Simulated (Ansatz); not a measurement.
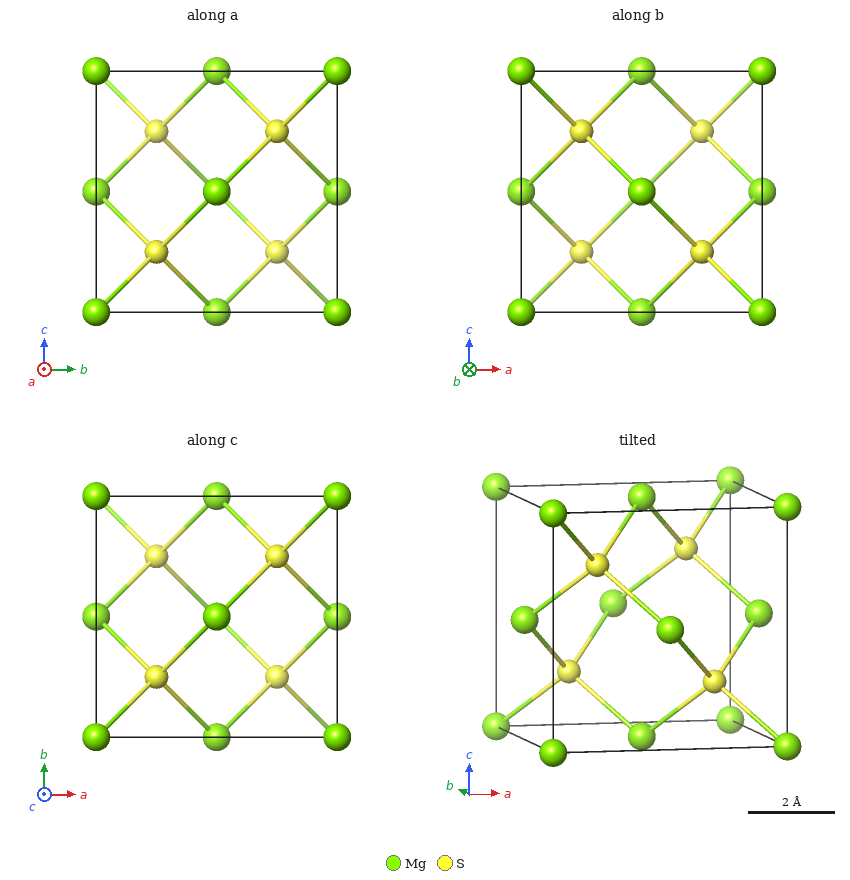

This ball-and-stick model is shown along the a axis, along the b axis, along the c axis and slightly off an axis. One conventional unit cell is outlined, and atoms on its boundary appear in each equivalent place.

Lattice parameters: a = 5.662 Å, b = 5.662 Å, c = 5.662 Å, α = 90.00°, β = 90.00°, γ = 90.00°. Put a along x and b in the xy plane.

### From the views, write a POSCAR file.

```
Mg S
1.0
     5.662    0.000    0.000
     0.000    5.662    0.000
     0.000    0.000    5.662
Mg S
4 4
Direct
  0.0000 0.0000 0.0000
  0.0000 0.5000 0.5000
  0.5000 0.0000 0.5000
  0.5000 0.5000 0.0000
  0.2500 0.2500 0.7500
  0.2500 0.7500 0.2500
  0.7500 0.2500 0.2500
  0.7500 0.7500 0.7500
```

The structure comes from a structure type filled with these elements by a generator (whether the compound takes this form wasn't checked). Earlier steps of the study may have refined or changed the cell and positions. It was set up as input for a calculation with Ansatz.
